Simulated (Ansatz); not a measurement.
# Two runs on Rh

System: Rh (P6₃/mmc, 2 atoms in the cell).
Method of run 1: DFT, PBE, plane waves (420 eV) with PAW, scalar-relativistic, spin-polarised (Ansatz 0.2.0).

Text and figures count atoms from 1; the logs count them from 0 in places.

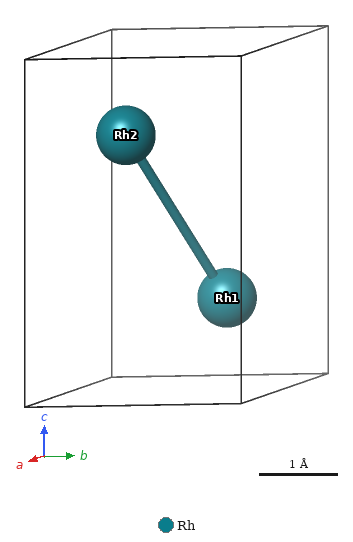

**Figure 1.** The structure as given in the input (ball-and-stick view of the cell of the calculation, seen slightly off an axis; atoms are numbered from 1 in the order of the input).

**Input, run 1**
```yaml
crystal:
  lattice:
    - [2.8275747667, 0.0, 0.0]
    - [-1.4137873833, 2.4487515791, 0.0]
    - [0.0, 0.0, 4.5628550137]
  atoms:
    - { symbol: Rh, position: [0.3333333333, 0.6666666667, 0.25], spin: 1.0 }
    - { symbol: Rh, position: [0.6666666667, 0.3333333333, 0.75], spin: 1.0 }
hamiltonian:
  xc: pbe
  pseudopotentials:
    kind: paw
    azcp:
      Rh: "pseudopotentials/Rh.paw.azcp"
basis:
  ecutwfc: 420
  fft_grid_basis: typed
kpoints:
  mp_grid: { grid: [22, 22, 12], shift: [0, 0, 0] }
magnetization:
  spin_polarized: true
scf:
  occupations: { method: fermi_dirac, width: 0.05 }
output:
  stress: true
  write_density: true
  write_potential: true
  elf: true
  volumetric_format: npy
```

Hardware: 2 threads of an x86-64 CPU, shared host.

**Output, shortened to warnings, some set-up lines, iterations and results (run 1)**
```
WARN: the starting moments were not kept: the SCF closed with an absolute magnetisation of 4.8e-7 μB, where they sum to 2 μB in size (2 sites). That is at most 0.1 of that sum. Measured as dr2_m measures the in/out step, that magnetisation stands 7.4e-14 eV from none, at or under the dr2_threshold of 1.0e-7 eV: it is no larger than a step whose dr2_m would equal this threshold. The system may …
Basis set: ecut = 420 eV, 615 PW (Γ)
Symmetry: 24 space group operations
k-points: 364 of 5808
Initial density: superposition of atomic densities (chi_scale 0.1, normalization cell)
[...]
SCF iter   1: F=—  HF=-12806.568705 eV  |F-HF|=—  |Δ(HF+E_count)|=         —  Δρ=7.99e-2 (↑7.99e-2 ↓2.96e-2)  dr2=2.93e0  dr2_m=4.11e-1  M=0.538 μB ∫|m|=0.538 μB  β_m=0.30  …
SCF iter   2: F=—  HF=-12805.840144 eV  |F-HF|=—  |Δ(HF+E_count)|=   7.29e-1  Δρ=5.36e-2 (↑5.36e-2 ↓2.02e-2)  dr2=1.19e0  dr2_m=2.20e-1  M=0.486 μB ∫|m|=0.488 μB  β_m=0.57  …
SCF iter   3: F=—  HF=-12805.468256 eV  |F-HF|=—  |Δ(HF+E_count)|=   3.72e-1  Δρ=1.16e-2 (↑1.06e-2 ↓1.16e-2)  dr2=2.10e-2  dr2_m=2.35e-2  M=0.259 μB ∫|m|=0.271 μB  β_m=0.78  …
SCF iter   4: F=—  HF=-12805.460838 eV  |F-HF|=—  |Δ(HF+E_count)|=   7.42e-3  Δρ=2.26e-3 (↑2.26e-3 ↓1.62e-3)  dr2=4.70e-4  dr2_m=7.91e-4  M=0.055 μB ∫|m|=0.066 μB  β_m=0.89  …
SCF iter   5: F=—  HF=-12805.460039 eV  |F-HF|=—  |Δ(HF+E_count)|=   7.98e-4  Δρ=1.16e-3 (↑1.15e-3 ↓1.16e-3)  dr2=2.44e-5  dr2_m=3.67e-4  M=0.035 μB ∫|m|=0.041 μB  β_m=0.95  …
SCF iter   6: F=—  HF=-12805.460015 eV  |F-HF|=—  |Δ(HF+E_count)|=   2.44e-5  Δρ=1.17e-4 (↑1.02e-4 ↓1.17e-4)  dr2=5.47e-6  dr2_m=8.81e-7  M=0.002 μB ∫|m|=0.002 μB  β_m=0.97  …
SCF iter   7: F=—  HF=-12805.460022 eV  |F-HF|=—  |Δ(HF+E_count)|=   7.23e-6  Δρ=3.43e-5 (↑2.44e-5 ↓3.43e-5)  dr2=5.22e-7  dr2_m=5.05e-8  M=0.000 μB ∫|m|=0.001 μB  β_m=0.99  …
SCF iter   8: F=—  HF=-12805.460022 eV  |F-HF|=—  |Δ(HF+E_count)|=   2.12e-7  Δρ=1.02e-5 (↑9.34e-6 ↓1.02e-5)  dr2=9.29e-8  dr2_m=6.42e-11  M=-0.000 μB ∫|m|=0.000 μB  β_m=0.99 …
SCF iter   9: F=—  HF=-12805.460022 eV  |F-HF|=—  |Δ(HF+E_count)|=   2.29e-8  Δρ=1.21e-6 (↑1.21e-6 ↓1.19e-6)  dr2=9.17e-10  dr2_m=1.05e-10  M=0.000 μB ∫|m|=0.000 μB  β_m=1.00 …
SCF iter  10: F=—  HF=-12805.460022 eV  |F-HF|=—  |Δ(HF+E_count)|=  7.55e-10  Δρ=3.02e-7 (↑3.02e-7 ↓2.99e-7)  dr2=5.87e-11  dr2_m=2.29e-13  M=-0.000 μB ∫|m|=0.000 μB  …
SCF iter  11: F=-12805.460022 eV  HF=-12805.460022 eV  |F-HF|=5.46e-12  |Δ(HF+E_count)|=  3.64e-12  Δρ=1.26e-7 (↑1.26e-7 ↓1.23e-7)  dr2=7.50e-12  dr2_m=6.83e-15  M=-0.000 μB …
SCF 1 converged in 11 iterations: F = -12805.460022 eV  dr2 = 7.50e-12
WARN: the starting moments were not kept: the SCF closed with an absolute magnetisation of 4.8e-7 μB, where they sum to 2 μB in size (2 sites). That is at most 0.1 of that sum. Measured as dr2_m measures the in/out step, that magnetisation stands 7.4e-14 eV from none, at or under the dr2_threshold …
SCF converged after 11 iterations
Magnetization: -0.0000 μB (17.0000 up, 17.0000 down)
Absolute magnetization: 0.0000 μB (∫|ρ↑−ρ↓|, with the PAW one-centre terms)
Spin contamination: 0.0000 ħ² per cell (⟨S²⟩ above its minimum at these occupations)
Per-site moments (μB) at R_I (Å): [(-2.2352708729707323e-7, 1.157205590868779), (-2.2352708726726098e-7, 1.157205590868779)]
Free energy (F): -12805.460022 eV
Harris-Foulkes:  -12805.460022 eV  (|F-HF|=5.46e-12)
Internal energy: -12805.425855 eV  (E = F + TS)
E sigma→0 (E₀):  -12805.442939 eV
Entropy (-TS):   -0.034167 eV (-17.084 meV/atom)
Fermi energy:    18.752064 eV
--- Per-component energies (eV) ---
  E_band       = -280.045580
  E_kinetic    = 1139.153817
  E_local      = -3466.079331  (includes V_loc(G=0)·N_el)
  E_nonlocal   = 710.000065
  E_hartree    = 1215.925013
  E_xc         = -440.557058
  E_vxc        = -552.688112  (∫ρ·V_xc dr)
  E_paw        = -7173.827596  (= ΣΔE_a)
  E_vpaw       = -542.283815  (= ΣTr[D̂ρ^β])
[...]
```

The input of run 2 differs as follows (lines with − go, lines with + come):
```diff
-    - [2.8275747667, 0.0, 0.0]
-    - [-1.4137873833, 2.4487515791, 0.0]
-    - [0.0, 0.0, 4.5628550137]
+    - [2.758581819, 0.0, 0.0]
+    - [-1.3792909095, 2.3890019337, 0.0]
+    - [0.0, 0.0, 4.4515211521]
```

How does run 2 compare with run 1?

With the same functional and potentials, run 2 lies 111.2 meV per atom lower. The pressure goes from −21.45 to −9.06 GPa. The volume per atom goes from 15.80 to 14.67 Å³. The cell is scaled evenly with the atoms at fixed fractional positions, so −ΔP/Δ ln V estimates the bulk modulus midway between the two volumes: about 170 GPa. The SCF takes 10 iterations against 11. The plane waves at Γ go from 615 to 573.

**Output, shortened to warnings, some set-up lines, iterations and results (run 2)**
```
WARN: the starting moments were not kept: the SCF closed with an absolute magnetisation of 4.6e-6 μB, where they sum to 2 μB in size (2 sites). That is at most 0.1 of that sum. Measured as dr2_m measures the in/out step, that magnetisation stands 6.5e-12 eV from none, at or under the dr2_threshold of 1.0e-7 eV: it is no larger than a step whose dr2_m would equal this threshold. The system may …
Basis set: ecut = 420 eV, 573 PW (Γ)
Symmetry: 24 space group operations
k-points: 364 of 5808
Initial density: superposition of atomic densities (chi_scale 0.1, normalization cell)
[...]
SCF iter   1: F=—  HF=-12807.012798 eV  |F-HF|=—  |Δ(HF+E_count)|=         —  Δρ=8.85e-2 (↑8.85e-2 ↓3.26e-2)  dr2=3.01e0  dr2_m=5.10e-1  M=0.408 μB ∫|m|=0.408 μB  β_m=0.30  …
SCF iter   2: F=—  HF=-12806.143477 eV  |F-HF|=—  |Δ(HF+E_count)|=   8.69e-1  Δρ=5.98e-2 (↑5.98e-2 ↓2.27e-2)  dr2=1.23e0  dr2_m=2.73e-1  M=0.354 μB ∫|m|=0.354 μB  β_m=0.57  …
SCF iter   3: F=—  HF=-12805.687226 eV  |F-HF|=—  |Δ(HF+E_count)|=   4.56e-1  Δρ=1.03e-2 (↑9.65e-3 ↓1.03e-2)  dr2=9.69e-3  dr2_m=2.09e-2  M=0.142 μB ∫|m|=0.149 μB  β_m=0.79  …
SCF iter   4: F=—  HF=-12805.683661 eV  |F-HF|=—  |Δ(HF+E_count)|=   3.57e-3  Δρ=2.53e-3 (↑2.53e-3 ↓1.09e-3)  dr2=1.92e-3  dr2_m=3.32e-4  M=0.024 μB ∫|m|=0.031 μB  β_m=0.81  …
SCF iter   5: F=—  HF=-12805.682438 eV  |F-HF|=—  |Δ(HF+E_count)|=   1.22e-3  Δρ=9.36e-4 (↑4.11e-4 ↓9.36e-4)  dr2=9.93e-5  dr2_m=1.15e-4  M=0.012 μB ∫|m|=0.015 μB  β_m=0.91  …
SCF iter   6: F=—  HF=-12805.682450 eV  |F-HF|=—  |Δ(HF+E_count)|=   1.20e-5  Δρ=2.99e-4 (↑2.61e-4 ↓2.99e-4)  dr2=7.66e-5  dr2_m=3.49e-7  M=-0.001 μB ∫|m|=0.001 μB  β_m=0.80  …
SCF iter   7: F=—  HF=-12805.682424 eV  |F-HF|=—  |Δ(HF+E_count)|=   2.57e-5  Δρ=8.30e-5 (↑7.85e-5 ↓8.30e-5)  dr2=6.60e-6  dr2_m=2.91e-8  M=-0.000 μB ∫|m|=0.000 μB  β_m=0.89  …
SCF iter   8: F=—  HF=-12805.682421 eV  |F-HF|=—  |Δ(HF+E_count)|=   2.46e-6  Δρ=1.07e-5 (↑1.07e-5 ↓5.69e-6)  dr2=5.08e-8  dr2_m=3.81e-9  M=0.000 μB ∫|m|=0.000 μB  β_m=0.89  …
SCF iter   9: F=—  HF=-12805.682421 eV  |F-HF|=—  |Δ(HF+E_count)|=   8.05e-9  Δρ=1.97e-6 (↑1.97e-6 ↓7.18e-7)  dr2=1.01e-9  dr2_m=2.54e-10  M=0.000 μB ∫|m|=0.000 μB  β_m=0.94  …
SCF iter  10: F=-12805.682421 eV  HF=-12805.682421 eV  |F-HF|=9.09e-12  |Δ(HF+E_count)|=  2.67e-10  Δρ=2.34e-7 (↑2.34e-7 ↓2.18e-7)  dr2=1.45e-11  dr2_m=9.53e-13  M=0.000 μB …
SCF 1 converged in 10 iterations: F = -12805.682421 eV  dr2 = 1.45e-11
WARN: the starting moments were not kept: the SCF closed with an absolute magnetisation of 4.6e-6 μB, where they sum to 2 μB in size (2 sites). That is at most 0.1 of that sum. Measured as dr2_m measures the in/out step, that magnetisation stands 6.5e-12 eV from none, at or under the dr2_threshold …
SCF converged after 10 iterations
Magnetization: 0.0000 μB (17.0000 up, 17.0000 down)
Absolute magnetization: 0.0000 μB (∫|ρ↑−ρ↓|, with the PAW one-centre terms)
Spin contamination: 0.0000 ħ² per cell (⟨S²⟩ above its minimum at these occupations)
Per-site moments (μB) at R_I (Å): [(2.1002854947067225e-6, 1.1289697239268706), (2.1002854947891566e-6, 1.1289697239268706)]
Free energy (F): -12805.682421 eV
Harris-Foulkes:  -12805.682421 eV  (|F-HF|=9.09e-12)
Internal energy: -12805.652653 eV  (E = F + TS)
E sigma→0 (E₀):  -12805.667537 eV
Entropy (-TS):   -0.029768 eV (-14.884 meV/atom)
Fermi energy:    20.685159 eV
--- Per-component energies (eV) ---
  E_band       = -223.059011
  E_kinetic    = 1143.130577
  E_local      = -3286.178317  (includes V_loc(G=0)·N_el)
  E_nonlocal   = 709.440875
  E_hartree    = 1153.931624
  E_xc         = -442.381004
  E_vxc        = -555.196925  (∫ρ·V_xc dr)
  E_paw        = -7173.755167  (= ΣΔE_a)
  E_vpaw       = -542.120199  (= ΣTr[D̂ρ^β])
[...]
```

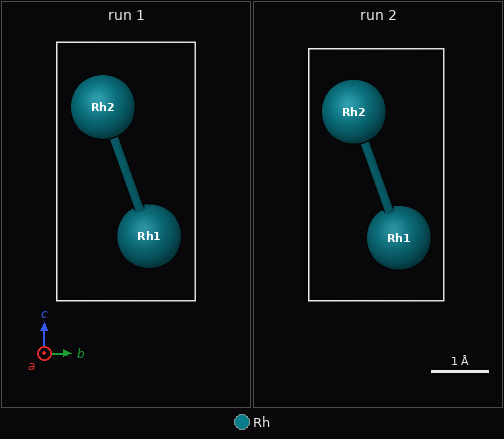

**Figure 2.** The two input geometries at one scale (ball-and-stick view of the cell of the calculation, along the a axis). No atom moves by more than 0.005 Å relative to the cell. The drawn cell changes as follows: a = b 2.828 → 2.759 Å (−2.4 %), c 4.563 → 4.452 Å (−2.4 %); the volume changes by −7.1 %. Among the contacts that change: Rh1–Rh1 2.828 → 2.759 Å, Rh1–Rh2 2.805 → 2.737 Å.

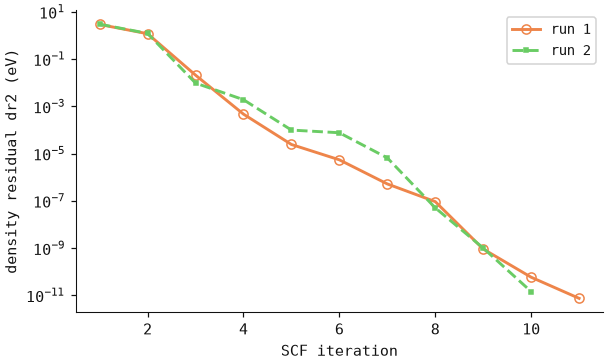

**Figure 3.** Convergence of the two runs: density residual dr2 against the SCF iteration. Run 1 takes 11 iterations in all, and run 2 takes 10.

**The two runs side by side**

```tsv
quantity	run 1	run 2
outcome	converged	converged
free energy per atom (eV)	−6402.7300	−6402.8412
energy per atom, smearing taken to zero (eV)	−6402.7215	−6402.8338
net moment of the cell (μB)	0.00	0.00
absolute moment of the cell (μB)	0.00	0.00
pressure (GPa)	−21.45	−9.06
volume per atom (Å³)	15.80	14.67
SCF iterations	11	10
irreducible k-points	364	364
plane waves at Γ	615	573
wall time (shared host)	20 s	16 s
```

For both runs: Warnings: some starting moments were not kept. For run 1: The cell is under a tension of 21 GPa at this level, so it is not at its equilibrium volume. For run 2: The cell is under a tension of 9.1 GPa at this level, so it is not at its equilibrium volume.
